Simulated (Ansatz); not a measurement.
## Run report: NiO, single-point calculation (part 2 of 3)

The same run, continued: NiO (Fm-3m, 4 atoms in the cell); DFT PBEsol+U, non-collinear, scalar-relativistic, plane waves, PAW, Ueff = 1 eV on Ni atom 1 d; Ueff = 1 eV on Ni atom 3 d (Ansatz 0.2.0); cutoff 420 eV, 8×8×8 k-mesh, Gaussian smearing of 0.05 eV, non-collinear spins. The structure derives from an entry of the Crystallography Open Database. It belongs to a series of runs on one base structure; here: canted directions held.

Geometry of the input (Å; fractional positions):
```
0.0000  2.0913  2.0913
4.1826  2.0913  2.0913
4.1826  4.1826  0.0000
Ni 0.0000  0.0000  0.0000
O  0.5000  0.5000  0.0000
Ni -0.0000  0.0000  0.5000
O  0.5000  0.5000  0.5000
```

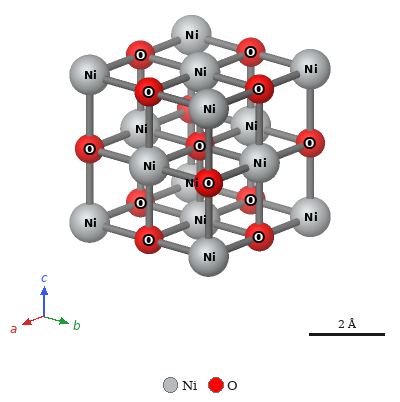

**Figure 1.** The input geometry (ball-and-stick view of the cell 2 times as large as that of the calculation, set on its symmetry axes, seen at an oblique angle).

The program's output, continued:
```
SCF iter   1: F=-12685.601054 eV  HF=-12733.283714 eV  |F-HF|=4.77e1  |Δ(HF+E_count)|=         —  Δρ=4.25e-1  dr2=5.17e1  dr2_m=8.75e0  ethr=3.10e-3  |M|=8.08e-1 ∫|m|=1.07e0 μB  |m|>n=0.0e0 m-floor=0.0e0 τ_xc=9.2e-4 mc-row=0.0e0  β_m=0.30  ⟨swp⟩=5.4  Hψ=26374  notcnv=0  defer=39
preconditioner: auto → Kerker (q_TF=auto, 2.855 Å⁻¹)  [metal: Δε(μ)=0.013 eV  Ē_g=11.187 eV  σ=0.050 eV  W_gap=0.15  n_scr=14 (ndim 8)  ℏωp=34.7 eV  f_vac=0.000  D(μ)=3.35/eV (n_scr^D=36)]
spin=Noncollinear: Kerker preconditioning applied to the charge; magnetization (m_x, m_y, m_z) channels mix plain (no charge-response kernel on spin).
SCF iter   2: F=-12726.464129 eV  HF=-12727.747467 eV  |F-HF|=1.28e0  |Δ(HF+E_count)|=    5.54e0  Δρ=1.14e-1  dr2=1.31e0  dr2_m=5.22e-1  ethr=3.10e-3  |M|=2.36e0 ∫|m|=3.24e0 μB  |m|>n=0.0e0 m-floor=0.0e0 τ_xc=3.3e-3 mc-row=0.0e0  β_m=0.28  ⟨swp⟩=3.9  Hψ=21853  notcnv=0  defer=610
SCF iter   3: F=-12727.577424 eV  HF=-12727.519178 eV  |F-HF|=5.82e-2  |Δ(HF+E_count)|=   2.28e-1  Δρ=6.44e-2  dr2=3.78e-1  dr2_m=2.57e-1  ethr=2.72e-3  |M|=2.27e0 ∫|m|=3.09e0 μB  |m|>n=0.0e0 m-floor=0.0e0 τ_xc=3.4e-3 mc-row=0.0e0  β_m=0.58  ⟨swp⟩=2.8  Hψ=13942  notcnv=0  defer=636
SCF iter   4: F=-12727.819138 eV  HF=-12727.812450 eV  |F-HF|=6.69e-3  |Δ(HF+E_count)|=   2.93e-1  Δρ=3.85e-2  dr2=1.10e-1  dr2_m=2.49e-1  ethr=7.88e-4  |M|=2.71e0 ∫|m|=3.70e0 μB  |m|>n=0.0e0 m-floor=0.0e0 τ_xc=5.8e-3 mc-row=0.0e0  β_m=0.79  ⟨swp⟩=2.9  Hψ=14319  notcnv=0  defer=636
SCF iter   5: F=-12727.620774 eV  HF=-12727.956767 eV  |F-HF|=3.36e-1  |Δ(HF+E_count)|=   1.44e-1  Δρ=3.64e-2  dr2=3.66e-1  dr2_m=4.24e-2  ethr=2.30e-4  |M|=2.85e0 ∫|m|=3.90e0 μB  |m|>n=0.0e0 m-floor=0.0e0 τ_xc=6.7e-3 mc-row=0.0e0  β_m=0.80  ⟨swp⟩=2.4  Hψ=11950  notcnv=0  defer=696
SCF iter   6: F=-12727.841766 eV  HF=-12727.905042 eV  |F-HF|=6.33e-2  |Δ(HF+E_count)|=   5.17e-2  Δρ=1.52e-2  dr2=6.67e-2  dr2_m=4.63e-3  ethr=2.30e-4  |M|=2.82e0 ∫|m|=3.87e0 μB  |m|>n=0.0e0 m-floor=0.0e0 τ_xc=7.0e-3 mc-row=0.0e0  β_m=0.71  ⟨swp⟩=2.2  Hψ=13327  notcnv=0  defer=706
SCF iter   7: F=-12727.874699 eV  HF=-12727.896911 eV  |F-HF|=2.22e-2  |Δ(HF+E_count)|=   8.13e-3  Δρ=8.82e-3  dr2=2.41e-2  dr2_m=2.25e-3  ethr=1.39e-4  |M|=2.82e0 ∫|m|=3.86e0 μB  |m|>n=0.0e0 m-floor=0.0e0 τ_xc=7.1e-3 mc-row=0.0e0  β_m=0.85  ⟨swp⟩=2.0  Hψ=9928  notcnv=0  defer=716
SCF iter   8: F=-12727.888688 eV  HF=-12727.893539 eV  |F-HF|=4.85e-3  |Δ(HF+E_count)|=   3.37e-3  Δρ=4.77e-3  dr2=5.34e-3  dr2_m=1.08e-3  ethr=5.01e-5  |M|=2.81e0 ∫|m|=3.85e0 μB  |m|>n=0.0e0 m-floor=0.0e0 τ_xc=7.6e-3 mc-row=0.0e0  β_m=0.75  ⟨swp⟩=2.0  Hψ=12956  notcnv=0  defer=724
SCF iter   9: F=-12727.891809 eV  HF=-12727.892940 eV  |F-HF|=1.13e-3  |Δ(HF+E_count)|=   5.98e-4  Δρ=2.30e-3  dr2=1.24e-3  dr2_m=2.85e-4  ethr=1.11e-5  |M|=2.82e0 ∫|m|=3.85e0 μB  |m|>n=0.0e0 m-floor=0.0e0 τ_xc=7.6e-3 mc-row=0.0e0  β_m=0.75  ⟨swp⟩=2.0  Hψ=11340  notcnv=0  defer=720
Mixer restart at iter 9: flushing history
SCF iter  10: F=-12727.967391 eV  HF=-12727.896230 eV  |F-HF|=7.12e-2  |Δ(HF+E_count)|=         —  Δρ=2.62e-3  dr2=1.60e-3  dr2_m=2.40e-4  ethr=2.58e-6  |M|=2.82e0 ∫|m|=3.85e0 μB  |m|>n=0.0e0 m-floor=0.0e0 τ_xc=7.6e-3 mc-row=0.0e0  β_m=0.75  ⟨swp⟩=1.0  Hψ=7967  notcnv=0  defer=720
SCF iter  11: F=-12727.965730 eV  HF=-12727.967836 eV  |F-HF|=2.11e-3  |Δ(HF+E_count)|=   7.16e-2  Δρ=6.22e-3  dr2=1.09e-2  dr2_m=5.06e-3  ethr=2.58e-6  |M|=2.79e0 ∫|m|=3.80e0 μB  |m|>n=0.0e0 m-floor=0.0e0 τ_xc=7.6e-3 mc-row=0.0e0  β_m=0.87  ⟨swp⟩=2.0  Hψ=15658  notcnv=0  defer=720
SCF iter  12: F=-12727.948288 eV  HF=-12727.978221 eV  |F-HF|=2.99e-2  |Δ(HF+E_count)|=   1.04e-2  Δρ=1.08e-2  dr2=2.69e-2  dr2_m=1.05e-3  ethr=2.58e-6  |M|=2.78e0 ∫|m|=3.79e0 μB  |m|>n=0.0e0 m-floor=0.0e0 τ_xc=7.6e-3 mc-row=0.0e0  β_m=0.77  ⟨swp⟩=3.0  Hψ=18403  notcnv=0  defer=722
SCF iter  13: F=-12727.967309 eV  HF=-12727.975197 eV  |F-HF|=7.89e-3  |Δ(HF+E_count)|=   3.02e-3  Δρ=5.55e-3  dr2=7.37e-3  dr2_m=3.74e-4  ethr=2.58e-6  |M|=2.77e0 ∫|m|=3.77e0 μB  |m|>n=0.0e0 m-floor=0.0e0 τ_xc=7.6e-3 mc-row=0.0e0  β_m=0.69  ⟨swp⟩=2.7  Hψ=17831  notcnv=0  defer=724
SCF iter  14: F=-12727.972591 eV  HF=-12727.974418 eV  |F-HF|=1.83e-3  |Δ(HF+E_count)|=   7.79e-4  Δρ=2.47e-3  dr2=1.69e-3  dr2_m=2.25e-4  ethr=2.58e-6  |M|=2.77e0 ∫|m|=3.77e0 μB  |m|>n=0.0e0 m-floor=0.0e0 τ_xc=7.6e-3 mc-row=0.0e0  β_m=0.59  ⟨swp⟩=2.0  Hψ=15236  notcnv=0  defer=720
SCF iter  15: F=-12727.974088 eV  HF=-12727.974119 eV  |F-HF|=3.10e-5  |Δ(HF+E_count)|=   2.99e-4  Δρ=4.39e-4  dr2=4.22e-5  dr2_m=3.85e-6  ethr=2.58e-6  |M|=2.77e0 ∫|m|=3.77e0 μB  |m|>n=0.0e0 m-floor=0.0e0 τ_xc=7.6e-3 mc-row=0.0e0  β_m=0.64  ⟨swp⟩=2.1  Hψ=12557  notcnv=0  defer=712
SCF iter  16: F=-12727.974128 eV  HF=-12727.974128 eV  |F-HF|=5.18e-7  |Δ(HF+E_count)|=   8.99e-6  Δρ=1.57e-4  dr2=3.42e-6  dr2_m=1.52e-6  ethr=8.79e-8  |M|=2.77e0 ∫|m|=3.77e0 μB  |m|>n=0.0e0 m-floor=0.0e0 τ_xc=7.6e-3 mc-row=0.0e0  β_m=0.82  ⟨swp⟩=2.3  Hψ=12658  notcnv=0  defer=712
SCF iter  17: F=-12727.974128 eV  HF=-12727.974128 eV  |F-HF|=6.45e-9  |Δ(HF+E_count)|=   5.98e-7  Δρ=5.65e-5  dr2=3.63e-7  dr2_m=5.29e-7  ethr=7.13e-9  |M|=2.77e0 ∫|m|=3.77e0 μB  |m|>n=0.0e0 m-floor=0.0e0 τ_xc=7.6e-3 mc-row=0.0e0  β_m=0.91  ⟨swp⟩=2.0  Hψ=12489  notcnv=0  defer=712
SCF iter  18: F=-12727.974127 eV  HF=-12727.974127 eV  |F-HF|=9.48e-8  |Δ(HF+E_count)|=   1.39e-6  Δρ=2.93e-5  dr2=1.48e-7  dr2_m=1.40e-7  ethr=7.56e-10  |M|=2.77e0 ∫|m|=3.77e0 μB  |m|>n=0.0e0 m-floor=0.0e0 τ_xc=7.6e-3 mc-row=0.0e0  β_m=0.95  ⟨swp⟩=2.0  Hψ=13256  notcnv=0  defer=712
SCF iter  19: F=-12727.974131 eV  HF=-12727.974131 eV  |F-HF|=8.76e-8  |Δ(HF+E_count)|=   4.23e-6  Δρ=2.06e-5  dr2=1.20e-7  dr2_m=6.92e-8  ethr=2.08e-10  |M|=2.77e0 ∫|m|=3.77e0 μB  |m|>n=0.0e0 m-floor=0.0e0 τ_xc=7.6e-3 mc-row=0.0e0  β_m=0.79  ⟨swp⟩=14.6  Hψ=65087  notcnv=0
SCF iter  20: F=-12727.974128 eV  HF=-12727.974129 eV  |F-HF|=1.98e-8  |Δ(HF+E_count)|=   2.53e-6  Δρ=1.05e-5  dr2=2.98e-8  dr2_m=3.16e-9  ethr=2.08e-10  |M|=2.77e0 ∫|m|=3.77e0 μB  |m|>n=0.0e0 m-floor=0.0e0 τ_xc=7.6e-3 mc-row=0.0e0  ⟨swp⟩=7.5  Hψ=51162  notcnv=0
Constraint outer step 1 at iter 20: max|Δm| = 1.18e-2 μB  λ_eff = 1.000 eV/μB²  [c0 t5: gradient δμ = +2.361e-2 eV/μB]
Mixer restart at iter 20: flushing history
SCF iter  21: F=-12727.975051 eV  HF=-12727.974601 eV  |F-HF|=4.50e-4  |Δ(HF+E_count)|=         —  Δρ=3.74e-3  dr2=1.62e-6  dr2_m=2.34e-3  ethr=6.20e-11  |M|=2.74e0 ∫|m|=3.77e0 μB  |m|>n=0.0e0 m-floor=0.0e0 τ_xc=7.7e-3 mc-row=0.0e0  β_m=0.79  ⟨swp⟩=4.3  Hψ=25871  notcnv=0
SCF iter  22: F=-12727.973498 eV  HF=-12727.973447 eV  |F-HF|=5.13e-5  |Δ(HF+E_count)|=   1.15e-3  Δρ=1.37e-3  dr2=2.75e-6  dr2_m=3.14e-4  ethr=3.38e-9  |M|=2.76e0 ∫|m|=3.77e0 μB  |m|>n=0.0e0 m-floor=0.0e0 τ_xc=7.6e-3 mc-row=0.0e0  β_m=0.21  ⟨swp⟩=3.4  Hψ=19598  notcnv=0
SCF iter  23: F=-12727.973497 eV  HF=-12727.973472 eV  |F-HF|=2.50e-5  |Δ(HF+E_count)|=   2.55e-5  Δρ=9.49e-4  dr2=6.96e-7  dr2_m=1.51e-4  ethr=3.38e-9  |M|=2.75e0 ∫|m|=3.77e0 μB  |m|>n=0.0e0 m-floor=0.0e0 τ_xc=7.6e-3 mc-row=0.0e0  β_m=0.52  ⟨swp⟩=2.0  Hψ=12210  notcnv=0
SCF iter  24: F=-12727.973547 eV  HF=-12727.973547 eV  |F-HF|=3.37e-7  |Δ(HF+E_count)|=   7.48e-5  Δρ=1.73e-4  dr2=5.31e-7  dr2_m=5.03e-6  ethr=1.45e-9  |M|=2.75e0 ∫|m|=3.77e0 μB  |m|>n=0.0e0 m-floor=0.0e0 τ_xc=7.6e-3 mc-row=0.0e0  β_m=0.81  ⟨swp⟩=2.6  Hψ=15145  notcnv=0
SCF iter  25: F=-12727.973574 eV  HF=-12727.973574 eV  |F-HF|=5.01e-7  |Δ(HF+E_count)|=   2.74e-5  Δρ=4.57e-5  dr2=4.52e-7  dr2_m=8.89e-8  ethr=1.11e-9  |M|=2.75e0 ∫|m|=3.77e0 μB  |m|>n=0.0e0 m-floor=0.0e0 τ_xc=7.7e-3 mc-row=0.0e0  β_m=0.64  ⟨swp⟩=2.0  Hψ=14650  notcnv=0
SCF iter  26: F=-12727.973571 eV  HF=-12727.973571 eV  |F-HF|=5.97e-10  |Δ(HF+E_count)|=   3.81e-6  Δρ=4.78e-6  dr2=2.47e-9  dr2_m=3.80e-9  ethr=2.08e-10  |M|=2.75e0 ∫|m|=3.77e0 μB  |m|>n=0.0e0 m-floor=0.0e0 τ_xc=7.6e-3 mc-row=0.0e0  ⟨swp⟩=8.2  Hψ=58231  notcnv=0
SCF 1 converged in 26 iterations: F = -12727.973571 eV  dr2 = 2.47e-9
  greatest PAW one-centre occupation: 1.001 electrons in one spin orbital (limit 2), on the Ni atom at site 0 (counted from 0), in its partial waves of l = 1
```

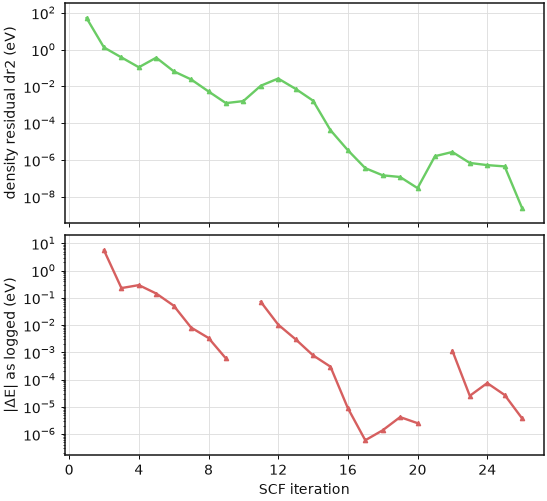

**Figure 2.** Convergence of the self-consistent field: density residual dr2 and size of the energy change against the SCF iteration. The residual falls unevenly and jumps up by a factor of two or more 4 times on the way down.

```
SCF converged after 26 iterations
Stability not checked: this state was not tested for a lower state beside it, because a magnetisation constraint still acts at the end of the SCF (magnetization_constraint; see scf.lower_state_search)
Magnetization: |M| = 2.7495 μB,  M = (+1.9442, -0.0000, +1.9442) μB
Absolute magnetization: 3.7746 μB (∫|m|, with the PAW one-centre terms)
  site 0: m = (+0.0000, -0.0000, +1.5536) μB, |m| = 1.5536 μB  (R = 0.86 Å)
  site 1: m = (+0.2179, -0.0000, +0.1118) μB, |m| = 0.2449 μB  (R = 0.86 Å)
  site 2: m = (+1.5536, +0.0000, +0.0000) μB, |m| = 1.5536 μB  (R = 0.86 Å)
  site 3: m = (+0.1118, -0.0000, +0.2179) μB, |m| = 0.2449 μB  (R = 0.86 Å)
--- Magnetisation constraints (ε_frz = 1.0e-4 eV) ---
  site  kind           target                            achieved (μB)             |Δ|max (μB)  g (eV/μB)                  λ_eff  esc  ok   flags
  0     per_site_axis  ê (+0.000, +0.000, +1.000) ≥0.00  (+0.000, +0.000, +1.554)  1.20e-5      (+2.4e-2, +0.0e0, +0.0e0)  1.000  0    yes
  2     per_site_axis  ê (+1.000, +0.000, +0.000) ≥0.00  (+1.554, +0.000, +0.000)  1.15e-5      (+0.0e0, +0.0e0, +2.4e-2)  1.000  0    yes
Free energy (F): -12727.973571 eV
Harris-Foulkes:  -12727.973571 eV  (|F-HF|=5.97e-10)
Internal energy: -12727.972489 eV  (E = F + TS)
E sigma→0 (E₀):  -12727.973030 eV
Entropy (-TS):   -0.001081 eV (-0.270 meV/atom)
Fermi energy:    14.149284 eV
--- Per-component energies (eV) ---
  E_band       = -671.842997
  E_kinetic    = 901.378997
  E_local      = -8001.038392  (includes V_loc(G=0)·N_el)
  E_nonlocal   = 1386.160377
  E_hartree    = 3287.356933
  E_xc         = -308.955906
  E_vxc        = -398.199769  (∫ρ·V_xc dr)
  E_hubbard    = 0.406342  (on-site DFT+U / exact-exchange correction)
  E_vhub       = -7.578199  (the Hubbard potential's part of the band-sum identity)
  E_paw        = -3500.986792  (= ΣΔE_a)
  E_vpaw       = -1127.282117  (= ΣTr[D̂ρ^β])
  E_aug_tail   = 0.005600  (compensation charges beyond the density's cutoff)
  E_constr_dc  = -0.000000  (∫m·b dr)
  E_ewald      = -6492.764802
  E_core_change = 0.465154  (= ΣΔE_core)
  E_smearing   = -0.001081  (= −TS)
  E_closure    = 0.000001  (closes the sum)
  E_penalty    = -0.000000  (constraint; not in F)
  Σ components = -12727.973571   (vs F -12727.973571, Δ=0.00e0)
--- Hubbard shell moments (per corrected site; Tr N, ν in electrons; μ in μ_B) ---
  shell 0: Tr N=8.3909  μ_S=(+0.0008, -0.0000, +1.5449)  μ_L=(+0.0000, +0.0000, -0.0000)  μ=(+0.0008, +0.0000, +1.5449)  ν=0.0065 along (-0.003, -0.000, +1.000)
  shell 1: Tr N=8.3909  μ_S=(+1.5449, -0.0000, +0.0008)  μ_L=(+0.0000, +0.0000, -0.0000)  μ=(+1.5449, +0.0000, +0.0008)  ν=0.0065 along (+1.000, +0.000, -0.003)
--- Specified on-site occupations, and those of the state reported ---
  electrons in the specified blocks: 15.6000 specified, 16.7818 found
  site 2 (l=d): largest change of an orbital's occupation 0.2096; electrons 7.8000 specified, 8.3909 found; spectral distance 0.2967
  site 0 (l=d): largest change of an orbital's occupation 0.2096; electrons 7.8000 specified, 8.3909 found; spectral distance 0.2967
--- Forces (eV/Å), atoms counted from 1 ---
  atom   1  Ni     0.00000000     0.00000000     0.00000000
  atom   2  O      0.00000000     0.00000000     0.00000000
  atom   3  Ni     0.00000000     0.00000000     0.00000000
  atom   4  O      0.00000000     0.00000000     0.00000000
  max |Σ_I F_I| component: 0.00e0 eV/Å
--- Stress (GPa, compression-positive) ---
       -2.521085       0.000000      -0.000000
        0.000000      -2.870414       0.000000
       -0.000000       0.000000      -2.870414
  P = ⅓ Tr σ = -2.7540 GPa (-27.540 kbar)
--- Band table (eV; the first three rows and the last of 150) ---
  k-point 0: bands = ["-90.1046", "-90.1022", "-88.1303", "-88.1276", "-50.6519", "-50.6327", "-50.6281", "-50.6281", "-50.6201", "-50.6201", "-48.7189", "-48.7038", "-48.7038", "-48.6973", "-48.6950", "-48.6950", "-5.9780", "-5.6259", "-4.5257", "-4.0622", "7.3048", "7.5891", "9.9971", "9.9971", "10.0877", "10.3636", "10.3636", "10.4044", "10.4588", "10.5237", "10.6375", "10.9709", "10.9709", "11.1120", "11.2688", "11.3455", "11.3588", "11.3588", "11.4771", "11.4771", "11.7663", "11.7692", "11.7692", "11.7922", "12.3090", "12.3090", "12.8874", "12.8874", "13.8288", "13.9532", "14.1268", "14.6212", "15.6205", "15.8985", "20.1471", "20.4864", "24.6705", "24.9749"]
  k-point 1: bands = ["-90.1044", "-90.1022", "-88.1301", "-88.1275", "-50.6510", "-50.6333", "-50.6301", "-50.6275", "-50.6227", "-50.6202", "-48.7179", "-48.7061", "-48.7033", "-48.6979", "-48.6979", "-48.6951", "-5.8570", "-5.5021", "-4.4919", "-4.0319", "7.3836", "7.6751", "8.9623", "9.3252", "9.3489", "9.6045", "9.9518", "10.3641", "10.5123", "10.6005", "10.6441", "10.7316", "10.9943", "11.0126", "11.0136", "11.3269", "11.4292", "11.5003", "11.6977", "11.7731", "11.7939", "11.9729", "12.0439", "12.1777", "12.3024", "12.5070", "12.8569", "12.9342", "14.0947", "14.3899", "14.5104", "14.6936", "16.3735", "16.6824", "20.6368", "20.9775", "24.6363", "24.9345"]
  k-point 2: bands = ["-90.1038", "-90.1021", "-88.1294", "-88.1275", "-50.6486", "-50.6350", "-50.6348", "-50.6291", "-50.6261", "-50.6205", "-48.7151", "-48.7114", "-48.7052", "-48.7017", "-48.6999", "-48.6955", "-5.5271", "-5.1637", "-4.4337", "-3.9850", "7.6198", "7.7838", "7.9318", "8.1516", "8.6220", "8.6605", "8.8292", "9.1708", "9.8464", "9.9731", "10.3177", "10.4292", "10.8650", "10.9531", "11.1272", "11.5429", "11.7441", "11.7734", "12.0614", "12.1433", "12.2615", "12.3013", "12.5257", "12.7607", "12.7683", "12.8510", "13.0510", "13.0681", "14.2758", "14.7623", "15.3465", "15.3900", "17.8953", "18.2444", "21.8151", "22.1573", "24.3485", "24.5901"]
  k-point 149: bands = ["-90.1016", "-90.1016", "-88.1270", "-88.1270", "-50.6435", "-50.6435", "-50.6400", "-50.6400", "-50.6324", "-50.6324", "-48.7211", "-48.7211", "-48.7086", "-48.7086", "-48.7054", "-48.7054", "-4.5416", "-4.5416", "-4.0516", "-4.0516", "7.3029", "7.3029", "7.5829", "7.5829", "9.9995", "9.9995", "10.0083", "10.0083", "10.1116", "10.1116", "10.3797", "10.3797", "10.3843", "10.3843", "10.6532", "10.6532", "10.7413", "10.7413", "11.2321", "11.2321", "11.8950", "11.8950", "12.1536", "12.1536", "12.8542", "12.8542", "12.9920", "12.9920", "14.2664", "14.2664", "14.6742", "14.6742", "20.0816", "20.0816", "20.5460", "20.5460", "24.6703", "24.6703"]
Occupation matrices written to [file]
--- Löwdin populations: 4 sites ---
  site symbol       q [e]
     0     Ni     16.9159
     1      O      6.9634
     2     Ni     16.9159
     3      O      6.9634
  spilling = 0.005029 (of n_electrons = 48.000000)
--- Occupation matrices: 2 shells (run DFT+U table (all-electron-ortho-atomic); ε = 3.12e-3) ---
  Ni0 d_3D: site group Oh (m-3m); on the run's cell D4h (4/mmm)
  Ni0 d_3D spinor Tr n = 8.3909  λ = 0.220 0.229 0.988 0.990 0.990 0.991 0.991 0.997 0.997 0.997  [x2-y2 0.75 (Eg 1.00) Eg(1.00)/A1g(1.00) | z2 0.75 (Eg 1.00) Eg(1.00)/B2g(1.00) | 5× z2 0.20 (T2g 0.60) T2g(0.60)/Eg(0.40) | 3× xz 0.33 (T2g 1.00) T2g(1.00)/Eg(0.67)]
  specified occupation → Ni0 d_3D spinor: matrix, ‖Δ‖_F = 0.2968, Tr Δ = -0.5909, displaced = 0.2954, d_λ = 0.2967; orbital distance = 0.0083
  Ni2 d_3D: site group Oh (m-3m); on the run's cell D4h (4/mmm)
  Ni2 d_3D spinor Tr n = 8.3909  λ = 0.220 0.229 0.988 0.990 0.990 0.991 0.991 0.997 0.997 0.997  [x2-y2 0.75 (Eg 1.00) Eg(1.00)/A1g(1.00) | z2 0.75 (Eg 1.00) Eg(1.00)/B2g(1.00) | 5× z2 0.20 (T2g 0.60) T2g(0.60)/Eg(0.40) | 3× xz 0.33 (T2g 1.00) T2g(1.00)/Eg(0.67)]
  specified occupation → Ni2 d_3D spinor: matrix, ‖Δ‖_F = 0.2968, Tr Δ = -0.5909, displaced = 0.2954, d_λ = 0.2967; orbital distance = 0.0083
  Tr n, λ and their labels are of the run-group-symmetrised matrices; stabiliser: 64 of 64 elements of G0×{1,Θ} up to a turn of all spins (closed), max defect 9.7e-7 at τ = 6.6e-4
```
